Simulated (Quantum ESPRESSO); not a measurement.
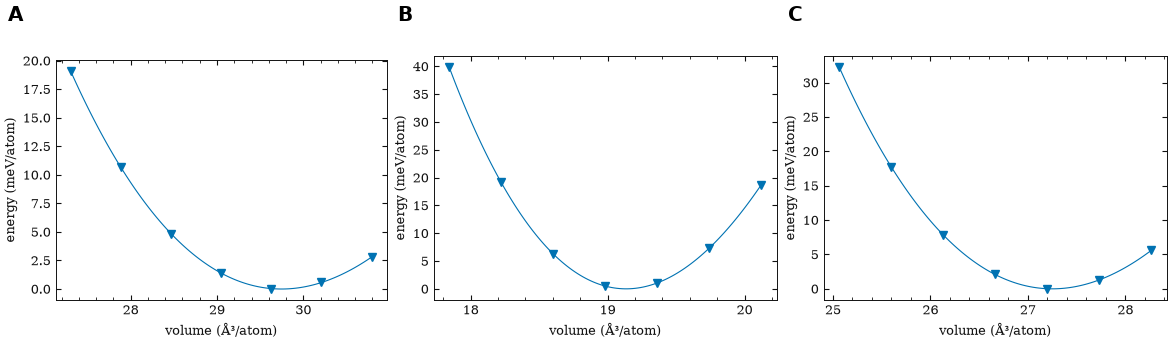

Each panel shows the energy against volume for one of these solids: Cl, Cmce (No. 64); MoS₂, P-3m1 (No. 164); PbS, Cmcm (No. 63).

How it was computed, with Quantum ESPRESSO 7.5: plane-wave DFT, no spin polarisation; energies at scaled volumes of the given cell, shape and fractions fixed, counted from the fit's minimum, third-order Birch-Murnaghan fit. Level: PBE.

> Match the panels to the solids.

A is Cl (energy from 0.04 meV/atom to 19.08 meV/atom, V0 29.75 Å³/atom, B0 26.1 GPa); B is MoS₂ (energy from 0.50 meV/atom to 39.88 meV/atom, V0 19.14 Å³/atom, B0 129 GPa); C is PbS (energy from 0.02 meV/atom to 32.25 meV/atom, V0 27.25 Å³/atom, B0 50.7 GPa).

For Cl, limits of the calculation: shape and atomic fractions are frozen while scaling, which makes layered, chain and framework solids too stiff.

For MoS₂, limits of the calculation: shape and atomic fractions are frozen while scaling, which makes layered, chain and framework solids too stiff.

For PbS, limits of the calculation: spin-orbit coupling left out, heavy elements; shape and atomic fractions are frozen while scaling, which makes layered, chain and framework solids too stiff.
